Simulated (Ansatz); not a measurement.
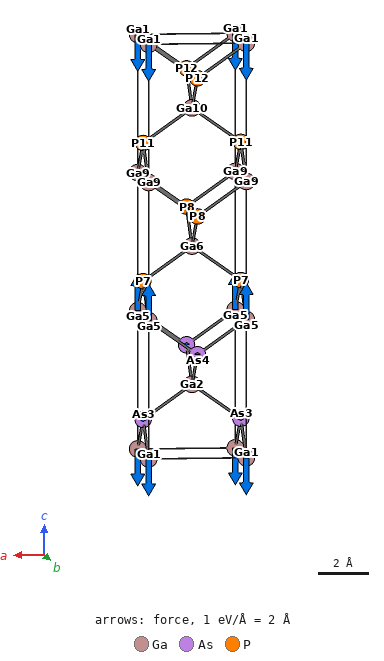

Starting geometry of a crystal of Ga$_{3}$AsP$_{2}$ (set up in P-4m2) with the computed forces as blue arrows. A ball-and-stick model of the cell of the calculation, seen from a free direction.

Case: superlattice of 2 and 4 planes along [0 0 1].

Level of theory: DFT PBE, scalar-relativistic, plane waves, PAW (Ansatz). Settings: plane-wave cutoff 420 eV; k-point mesh 8 × 8 × 2; occupations gaussian; smearing width 0.1 eV; no spin polarisation; cell and atoms relaxed; force threshold 0.01 eV/Å; at most 45 steps.

Is this structure relaxed? If not, where do the atoms go?

It isn't relaxed: the largest force vector, on Ga atoms, is 0.76 eV/Å. The final displacements follow the starting forces only in part (cosine between the two patterns 0.74). The largest moves relative to the cell, 0.14 Å, are those of Ga1 and Ga5. Ga5 goes along +c. By element the largest moves are Ga 0.14 Å, P 0.11 Å, As 0.07 Å. The volume changes by −0.1 %, with a = b 3.950 → 3.949 Å (0.0 %), c 16.757 → 16.755 Å (0.0 %). Near-neighbour distances that change, for instance: As4–Ga5 2.419 → 2.460 Å, Ga10–P11 2.419 → 2.397 Å. Bond angles that change, for instance: As3–Ga1–As3 109.5° → 106.7°, Ga2–As4–Ga2 109.5° → 106.8°. The space group stays P-4m2 (No. 115). After 3 accepted moves (4 points after the start) the energy has fallen by 9.8 meV per atom. The largest force component goes from 0.76 to 0.00082 eV/Å. Pressure: 0.09 GPa at the start and −0.01 GPa at the end. The SCF was repeated once at an unchanged geometry on a basis and grid sized afresh for the cell, which shifted the energy by less than 0.05 meV per atom at most. The run took 80 s on 2 threads of Intel(R) Xeon(R) 6975P-C (Granite Rapids), with other jobs on the host, peak memory 0.87 GiB.
